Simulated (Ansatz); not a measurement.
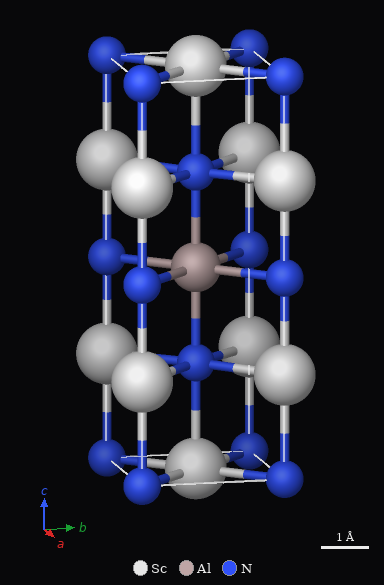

The crystal in a ball-and-stick representation, seen slightly off an axis. The wireframe shows the conventional unit cell. Cell: a = 3.14 Å, b = 3.14 Å, c = 8.79 Å, α = 90.00°, β = 90.00°, γ = 90.00°.

The structure comes from a structure type filled with these elements by a generator (whether the compound takes this form wasn't checked). Earlier steps of the study may have refined or changed the cell and positions. It was run through Ansatz as a DFT input.

Explain the picture.

Answer. The formula is Sc₃AlN₄. The symmetry is that of P4/mmm (No. 123), on a primitive tetragonal lattice. The cell has 8 atoms, namely 3 Sc, 1 Al, 4 N. The coordination shell of Sc holds six N in a distorted octahedral arrangement at about 2.1 to 2.3 Å. Al sits among six N in a distorted octahedral arrangement at about 2.1 to 2.2 Å. N takes three kinds of site: 1a with six Sc in an octahedral arrangement at about 2.2 to 2.3 Å; 2h with five Sc and one Al in a distorted octahedral arrangement (about 2.2 to 2.3 Å to Sc, 2.1 Å to Al); 1b with four Al and two Sc in an octahedral arrangement (about 2.2 Å to Al, 2.1 Å to Sc). The bonds build a three-dimensional framework.

Setup: Ansatz 0.2.0, DFT PBE, scalar-relativistic, plane waves, PAW; an energy cutoff of 420 eV, k-point mesh 12×12×4, Gaussian smearing of 0.01 eV, no spin polarisation.

Does it come out as a metal, or with a gap?

Answer. A semiconductor at this level, with a gap of 0.16 eV, direct.

How are the electrons shared out in a Bader analysis?

Answer. Sc +1.82 e; Al +2.40 e; N -2.17 to -1.82 e.

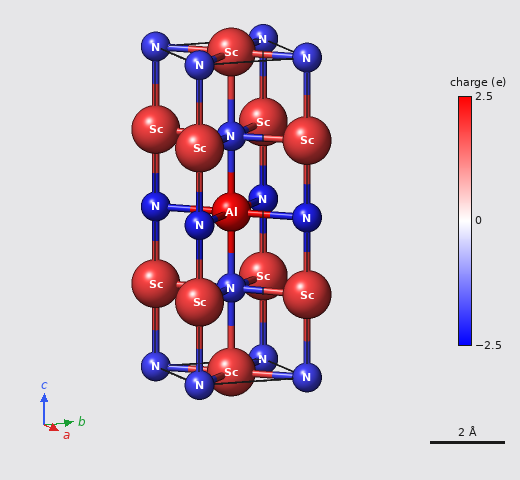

The atoms coloured by those charges. The run's cell of 8 atoms is drawn.

Is the structure relaxed at this level of theory?

Answer. Yes. All forces vanish to within 0.01 eV/Å. The pressure is 0.0 GPa, close to zero.
